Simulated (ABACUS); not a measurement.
# KI: 7 runs along one coordinate

System: KI (Fm-3m, 2 atoms in the cell).
Method: Kohn-Sham DFT of a periodic cell, PBE, PseudoDojo NC SR 0.4.1 PBE standard, no spin polarisation (ABACUS 3.10.1).

The 7 runs differ only in the geometry, by an even scaling of the cell at fixed fractional positions. The structure derives from an entry of the Crystallography Open Database.

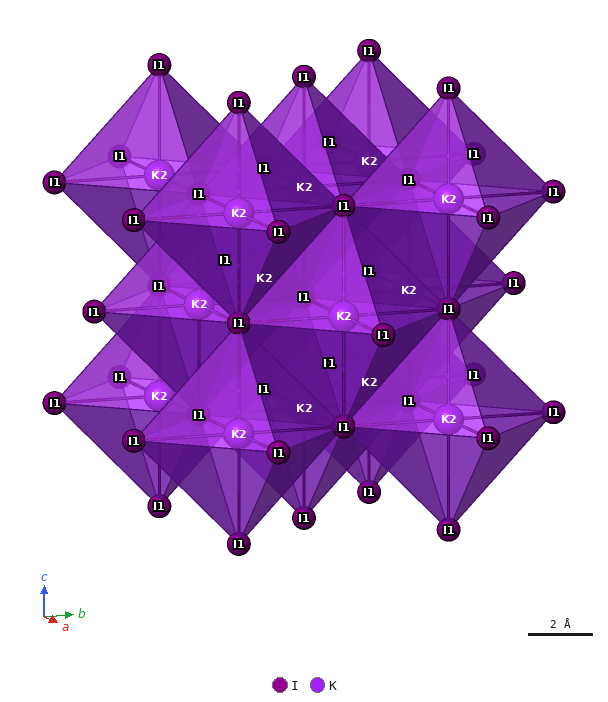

Figure 1. The structure of run 4 (polyhedral view of the cell 4 times as large as that of the calculation, set on its symmetry axes, seen slightly off an axis; polyhedra are completed across the faces of the cell; atoms are numbered from 1 in the order of the input).

## Input of run 4
```
INPUT_PARAMETERS
suffix              KI
calculation         scf
basis_type          pw
pseudo_dir          ./
symmetry            1
dft_functional      pbe
ecutwfc             74
pseudo_rcut         10
nspin               1
nbands              12
ks_solver           dav
smearing_method     fd
smearing_sigma      0.00367493
scf_thr             1e-08
scf_nmax            100
mixing_type         broyden
mixing_beta         0.7
cal_force           1
cal_stress          1
kpar                4
```

## File STRU of run 4
```
ATOMIC_SPECIES
I 126.9045 I.upf
K 39.0983 K.upf

LATTICE_CONSTANT
1.8897261246

LATTICE_VECTORS
0.0000000000 3.5327750000 3.5327750000
3.5327750000 0.0000000000 3.5327750000
3.5327750000 3.5327750000 0.0000000000

ATOMIC_POSITIONS
Direct

I
0.0
1
0.5000000000 0.5000000000 0.5000000000 1 1 1

K
0.0
1
0.0000000000 0.0000000000 0.0000000000 1 1 1
```

## File KPT of run 4
```
K_POINTS
0
Gamma
7 7 7 0 0 0
```

Command:
```bash
OMP_NUM_THREADS=1 mpirun -np 4 abacus > log
```

Lattice vectors (Å) and fractional positions of run 4:
```
   0.000000    3.532775    3.532775
   3.532775    0.000000    3.532775
   3.532775    3.532775    0.000000
I   0.500000  0.500000  0.500000
K   0.000000  0.000000  0.000000
```

Run 3 differs from it as follows:
```diff
-0.0000000000 3.5327750000 3.5327750000
-3.5327750000 0.0000000000 3.5327750000
-3.5327750000 3.5327750000 0.0000000000
+0.0000000000 3.5090643863 3.5090643863
+3.5090643863 0.0000000000 3.5090643863
+3.5090643863 3.5090643863 0.0000000000
```

## Results, with one run withheld

| run | volume per atom (Å³) | free energy per atom, from the lowest run given (meV) | pressure (GPa) | gap on the mesh (eV) |
| --- | --- | --- | --- | --- |
| 1 | 41.445 | 20.71 | 1.53 | 4.11 |
| 2 | 42.327 | 13.28 | 1.17 | 4.06 |
| 3 | 43.209 | ? | ? | ? |
| 4 | 44.091 | 3.71 | 0.58 | 3.96 |
| 5 | 44.973 | 1.21 | 0.33 | 3.92 |
| 6 | 45.854 | 0.02 | 0.10 | 3.87 |
| 7 | 46.736 | 0.00 | −0.10 | 3.83 |

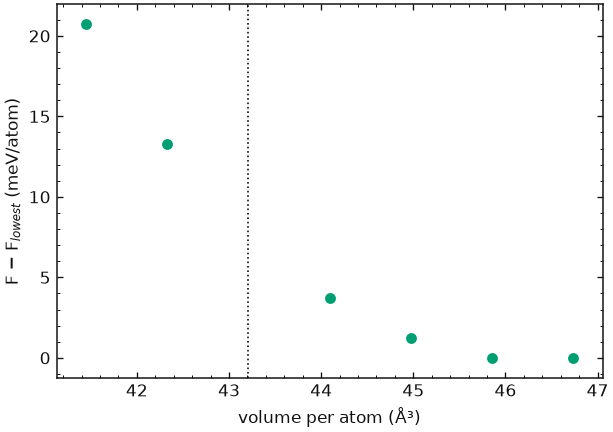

Figure 2. Free energy per atom of the runs given; the dotted line marks run 3.

What should run 3 give?

A cubic polynomial in V^(−2/3) (the Birch–Murnaghan form), fitted to the 6 runs given, misses them by under 0.01 meV per atom. With x = V^(−2/3) − 0.08003 Å⁻², it reads F = 3.4324 + 2888.6 x + 5.9276e+05 x² + 2.8448e+06 x³ (meV per atom). At run 3 it gives 7.68 meV per atom, and the run itself gives 7.67. The slope of the fit gives a pressure −dF/dV of 0.86 GPa there, and the run prints 0.86 GPa. The fit has its minimum at 46.306 Å³ per atom, where V d²F/dV² gives 10.6 GPa: the bulk modulus at this level, since symmetry fixes the shape and the positions. The gap on the mesh goes, without turning, from 4.11 eV in run 1 to 3.83 eV in run 7; run 3 has 4.01 eV. These are gaps of this functional on this mesh, which can miss the band edges; they aren't the measured gap.

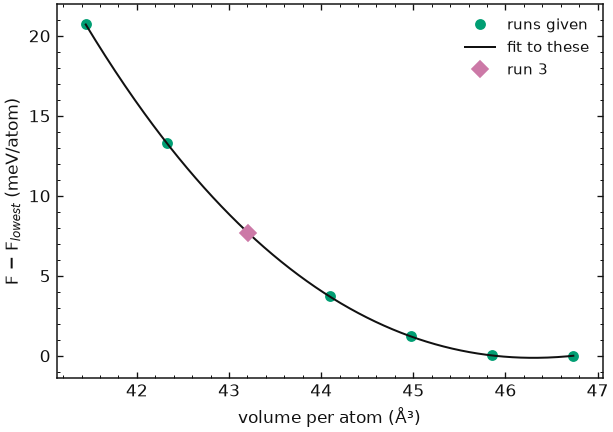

Figure 3. The fit and the withheld run.

## Some lines of the output (run 3)
```
[...]
                          Volume (Bohr^3) = 583.177
                             Volume (A^3) = 86.4179
 E_Fermi        0.2889655336         3.9315777821
 E_Fermi        0.2834727508         3.8568446381
 E_Fermi        0.2314145025         3.1485558339
 E_Fermi        0.2327282089         3.1664297264
 E_Fermi        0.2327288581         3.1664385596
 E_Fermi        0.2328368404         3.1679077335
 E_KS(sigma->0) -86.2046388709       -1172.8742826771
 E_Fermi        0.2328635269         3.1682708217
 final etot is -1172.8742827 eV
 EFERMI = 3.1682708217 eV
 TOTAL-PRESSURE: 8.592713 KBAR
 !FINAL_ETOT_IS -1172.8742826770899228 eV
```
